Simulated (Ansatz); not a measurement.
## Run report: CdF₂, single-point calculation

The run: single-point calculation of CdF₂ (3 atoms in the cell). Method and program: DFT, PBE, plane waves, PAW, no spin polarisation (Ansatz 0.2.0).

The structure derives from an entry of the Crystallography Open Database. Figures and captions count atoms from 1; the log counts them from 0 in places.

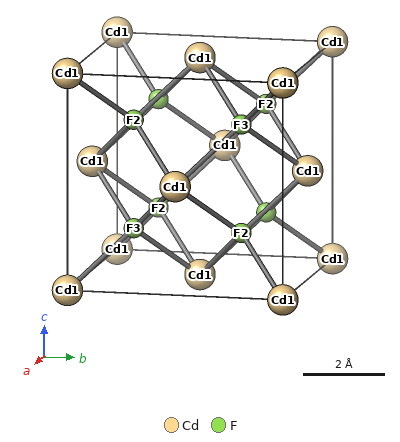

*The structure as given in the input (ball-and-stick view of the cell 4 times as large as that of the calculation, set on its symmetry axes, seen slightly off an axis; atoms are numbered from 1 in the order of the input). An atom can appear more than once, as a periodic image.*

Near neighbours in the periodic cell (some may lie outside the picture): Cd has 8 F at 2.37 Å; F has 4 Cd at 2.37 Å.

The input
```yaml
crystal:
  lattice:
    - [0.0, 2.7407038107, 2.7407038107]
    - [2.7407038107, 0.0, 2.7407038107]
    - [2.7407038107, 2.7407038107, 0.0]
  atoms:
    - { symbol: Cd, position: [0.0, 0.0, 0.0] }
    - { symbol: F, position: [0.25, 0.25, 0.25] }
    - { symbol: F, position: [0.75, 0.75, 0.75] }
  symmetry: { detect: false }
basis:
  ecutwfc: 420
  ecutrho_ratio: 4
kpoints:
  mp_grid: { grid: [12, 12, 12] }
hamiltonian:
  xc: pbe
scf:
  occupations: { method: gaussian, width: 0.05 }
output:
  forces: true
  stress: true
  write_density: true
  write_potential: true
  elf: true
  volumetric_format: npy
```

Run as:
```bash
ansatz run input.yaml --threads 4 --pin off --max-ram 7168MiB --backend cpu --events-out ev --progress --plain --runs-dir out
```

Log
```
Engine: ansatz 0.2.0, x86_64-unknown-linux-gnu
Pseudopotentials: kind: paw
Pseudopotential: Cd, paw, valence charge 20, recommended cutoff 420 eV (normal), Cd.paw.azcp
Pseudopotential: F, paw, valence charge 7, recommended cutoff 420 eV (normal), F.paw.azcp
Functional definition: PBE
  parameter kappa = 0.804
  parameter beta = 0.06672455060314922
  exchange = pbe_x(kappa = kappa, mu = beta*pi^2/3)
  correlation = pbe_c(beta = beta)
Crystal: 3 atoms, lattice volume = 41.173 Å³
Basis set: ecut = 420 eV, 821 PW (Γ), exchange–correlation on 54×54×54 points (8 copies of the dense FFT grid, shifted against one another)
Bands: 21, of which v1, the nominal top of the filled ones, is band 17 counted from 1 (16 counted from 0)
Symmetry: 1 space group operations
k-points: 868 of 1728 (time reversal used)
Non-local potential: Cd, projectors of the file, l = 0: 3, l = 1: 2, l = 2: 2, l = 3: 1
Non-local potential: F, projectors of the file, l = 0: 2, l = 1: 2, l = 2: 1
PAW form: soft (Blöchl's): semilocal exchange-correlation on the pseudo side does not see the compensation charge
PAW one-centre angular grid: Cd, 590 points (default); XC on 64 Gauss nodes
PAW one-centre angular grid: F, 110 points (default); XC on 64 Gauss nodes
Initial density: superposition of atomic densities (neutral atoms: chi_scale 0, normalization atom), corrected by the library's trained network
Initial wavefunctions: pseudopotential atomic-orbital guess
Functional: x = pbe(κ = 0.804, μ = 0.2195149727645171), c = pbe(β = 0.06672455060314922)
SCF iter   1: F=—  HF=-9872.168020 eV  |F-HF|=—  |Δ(HF+E_count)|=         —  Δρ=4.70e-4  dr2=1.62e-5  ethr=1.77e-3  ⟨swp⟩=5.8  Hψ=74407  notcnv=0
preconditioner: auto → none  [insulator: Δε(μ)=2.912 eV  Ē_g=16.163 eV  σ=0.050 eV  W_gap=1.00  n_scr=14 (ndim 8)  ℏωp=29.5 eV  f_vac=0.147  D(μ)=0.00/eV (n_scr^D=0)  ε∞_Penn≈4.3]
SCF iter   2: F=—  HF=-9872.169078 eV  |F-HF|=—  |Δ(HF+E_count)|=   1.06e-3  Δρ=2.61e-4  dr2=8.03e-6  ethr=4.77e-8  ⟨swp⟩=3.0  Hψ=48752  notcnv=0
SCF iter   3: F=—  HF=-9872.169155 eV  |F-HF|=—  |Δ(HF+E_count)|=   7.67e-5  Δρ=1.57e-4  dr2=3.59e-6  ethr=2.36e-8  ⟨swp⟩=2.0  Hψ=29512  notcnv=0
SCF iter   4: F=—  HF=-9872.169171 eV  |F-HF|=—  |Δ(HF+E_count)|=   1.60e-5  Δρ=4.22e-5  dr2=1.92e-7  ethr=1.06e-8  ⟨swp⟩=2.6  Hψ=28732  notcnv=0
iter 5 did not close the SCF: its close was put off for the readings that it lacked (scf_convergence_deferred on its scf_iter line)
SCF iter   5: F=-9872.169173 eV  HF=-9872.169173 eV  |F-HF|=2.86e-9  |Δ(HF+E_count)|=   2.31e-6  Δρ=6.87e-6  dr2=1.44e-8  ethr=5.64e-10  ⟨swp⟩=2.0  Hψ=29512  notcnv=0
SCF iter   6: F=-9872.169173 eV  HF=-9872.169173 eV  |F-HF|=9.59e-10  |Δ(HF+E_count)|=   3.83e-9  Δρ=2.07e-6  dr2=6.11e-10  ethr=4.23e-11  ⟨swp⟩=4.9  Hψ=100074  notcnv=0
SCF 1 converged in 6 iterations: F = -9872.169173 eV  dr2 = 6.11e-10
  greatest PAW one-centre occupation: 1.000 electrons in one spin orbital (limit 2), on the Cd atom at site 0 (counted from 0), in its partial waves of l = 1
```

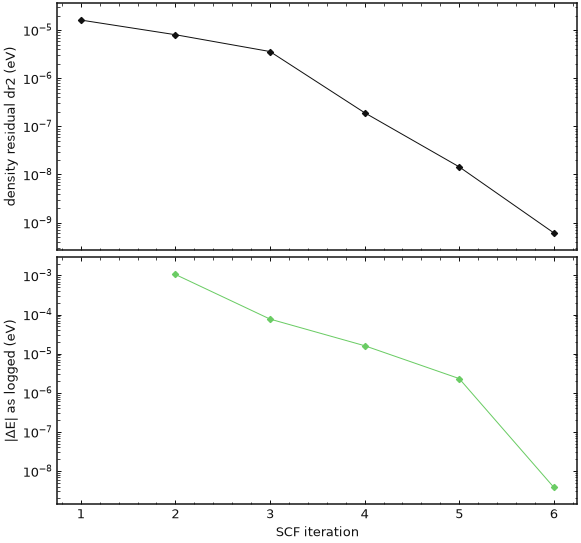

*Convergence of the self-consistent field: density residual dr2 and size of the energy change against the SCF iteration.*

The residual falls at every step.

```
SCF converged after 6 iterations
Free energy (F): -9872.169173 eV
Harris-Foulkes:  -9872.169173 eV  (|F-HF|=9.59e-10)
Internal energy: -9872.169173 eV  (E = F + TS)
E sigma→0 (E₀):  -9872.169173 eV
Fermi energy:    7.142057 eV
--- Per-component energies (eV) ---
  E_band       = -505.373728
  E_kinetic    = 917.062803
  E_local      = -4338.435306  (includes V_loc(G=0)·N_el)
  E_nonlocal   = 183.928480
  E_hartree    = 1916.918629
  E_xc         = -334.808089
  E_vxc        = -424.102242  (∫ρ·V_xc dr)
  E_paw        = -4487.633525  (= ΣΔE_a)
  E_vpaw       = -677.669248  (= ΣTr[D̂ρ^β])
  E_aug_tail   = 0.004080  (compensation charges beyond the density's cutoff)
  E_ewald      = -3729.206246
  E_smearing   = -0.000000  (= −TS)
  E_closure    = -0.000000  (closes the sum)
  Σ components = -9872.169173   (vs F -9872.169173, Δ=0.00e0)
--- Forces (eV/Å), atoms counted from 1 ---
  atom   1  Cd    -0.00000001     0.00000004    -0.00000007
  atom   2  F     -0.00000001     0.00000000    -0.00000000
  atom   3  F     -0.00000000     0.00000000     0.00000002
  max |Σ_I F_I| component: 5.77e-8 eV/Å
--- Stress (GPa, compression-positive) ---
        0.005091      -0.000000      -0.000000
       -0.000000       0.005091      -0.000000
       -0.000000      -0.000000       0.005091
  P = ⅓ Tr σ = 0.0051 GPa (0.051 kbar)
--- Band table (eV; the first three rows and the last of 868) ---
  k-point 0: bands = ["-92.8166", "-53.9190", "-53.9190", "-53.9190", "-14.8434", "-13.8800", "0.2081", "0.2081", "0.2081", "1.2013", "1.2013", "4.8305", "4.8305", "4.8305", "5.1252", "5.1252", "5.1252", "8.5990", "18.1326", "18.1326", "18.1326"]
  k-point 1: bands = ["-92.8166", "-53.9191", "-53.9190", "-53.9190", "-14.8239", "-13.8970", "0.2316", "0.2316", "0.2730", "1.1947", "1.1947", "4.5812", "4.7751", "4.7751", "5.1195", "5.1413", "5.1413", "8.8606", "17.7785", "18.2273", "18.2273"]
  k-point 2: bands = ["-92.8166", "-53.9194", "-53.9190", "-53.9190", "-14.7676", "-13.9460", "0.2944", "0.2944", "0.4578", "1.1815", "1.1815", "4.1252", "4.6342", "4.6342", "4.9384", "5.1732", "5.1732", "9.5287", "17.0404", "18.4935", "18.4935"]
  k-point 867: bands = ["-92.8165", "-53.9208", "-53.9193", "-53.9193", "-14.3693", "-14.3084", "0.4946", "0.4946", "1.2627", "1.2627", "1.4247", "3.1152", "3.6259", "4.0289", "4.0289", "5.2577", "5.2577", "12.4891", "14.6677", "19.7355", "19.7355"]
```

File v_z.tsv
```
# z_ang	v_es[eV]	v_tot[eV]
# format = ansatz-planar-average/11
# xc	pbe
# density_cutoff_ev	1680
# datasets	Cd=:simpson_from_first_knot:soft	F=:simpson_from_first_knot:soft
# lattice	0.000000000	2.740703811	2.740703811
# lattice	2.740703811	0.000000000	2.740703811
# lattice	2.740703811	2.740703811	0.000000000
# sites	3
# site	48	0.000000000	0.000000000	0.000000000
# site	9	1.370351905	1.370351905	1.370351905
# site	9	4.111055716	4.111055716	4.111055716
0.000000	4.282475e0	-7.811105e0
0.143553	4.148380e0	-7.919822e0
0.287107	3.720382e0	-8.308577e0
0.430660	3.267583e0	-8.630478e0
0.574213	3.054230e0	-8.584447e0
0.717767	3.186529e0	-8.105495e0
0.861320	3.777557e0	-6.995800e0
1.004873	4.778603e0	-5.387533e0
1.148427	6.064727e0	-3.413019e0
1.291980	7.503462e0	-1.200169e0
1.435534	8.961177e0	8.418290e-1
1.579087	1.036527e1	2.738503e0
1.722640	1.159655e1	4.463308e0
1.866194	1.227071e1	5.352001e0
2.009747	1.227071e1	5.352001e0
2.153300	1.159655e1	4.463308e0
2.296854	1.036527e1	2.738502e0
2.440407	8.961177e0	8.418286e-1
2.583960	7.503462e0	-1.200169e0
2.727514	6.064727e0	-3.413020e0
2.871067	4.778602e0	-5.387534e0
3.014620	3.777556e0	-6.995800e0
3.158174	3.186528e0	-8.105496e0
3.301727	3.054230e0	-8.584447e0
3.445280	3.267582e0	-8.630478e0
3.588834	3.720382e0	-8.308578e0
3.732387	4.148380e0	-7.919823e0
```

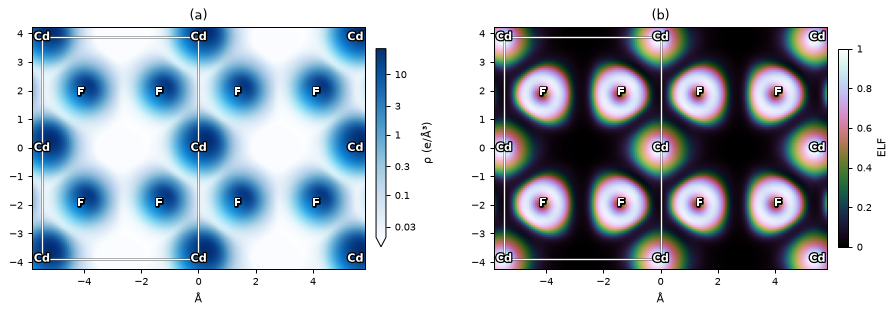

*(a) valence charge density (pseudo); (b) ELF on the (101) plane of the conventional cell.*

The section cuts through Cd and F sites. Away from the nuclei the density in this plane falls to 0.006 e/Å³ at its lowest. The strong features right at Cd lie inside the PAW spheres (semicore, d or f shells) and say nothing about bonding. Core electrons are frozen (PAW), so the fields are smoothed inside the atomic spheres.

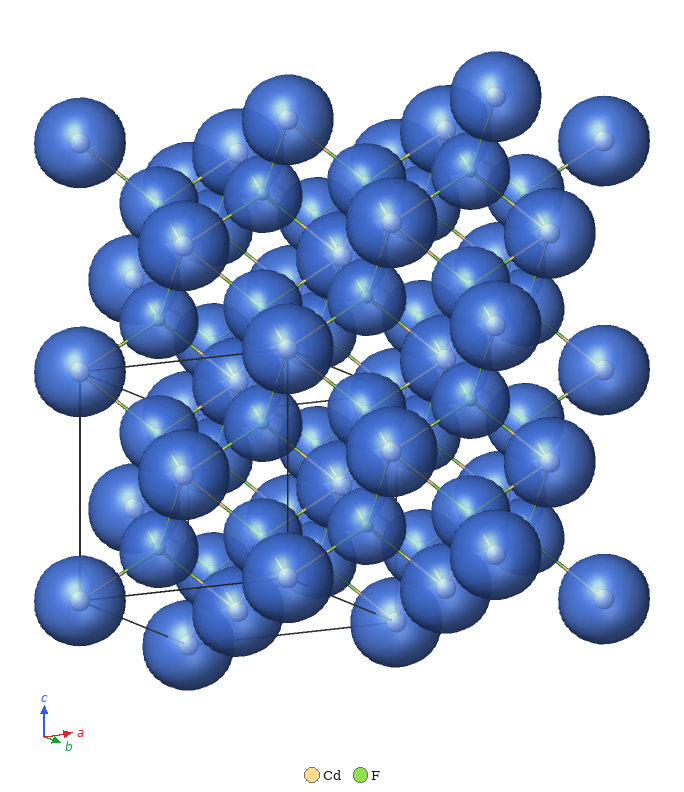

*Isosurface of the valence charge density (pseudo) at 0.4 e/Å³ (blue), seen at an oblique angle. Sticks mark near contacts. The outline is the cell set on symmetry axes.*

At this value the density breaks into separate islands; it holds about 90 % of the electrons treated as valence (semicore included). It is pinched off along the Cd–F (2.37 Å) contacts. On the grid the lowest density along these lines, outside the cores, is 0.27 e/Å³ (Cd–F, 2.37 Å).

Results in brief

| quantity | value |
| --- | --- |
| outcome | converged |
| space group (tolerance 0.01 Å) | Fm-3m (225) |
| electrons treated | 34 |
| free energy | −9872.1692 eV |
| Fermi energy | 7.142 eV |
| gap on the k-point mesh | 2.92 eV |
| pressure | 0.01 GPa |
| largest force (length of the vector) | under 0.001 eV/Å |
| hardware | 4 threads of AMD EPYC (Zen 5), 32 GiB of memory available, shared host |
| wall time | 6.5 s (CPU time 25 s) |
| peak memory | 0.98 GiB |

Remarks

Settings chosen away from the usual ones: crystal.symmetry = {"detect": false}.
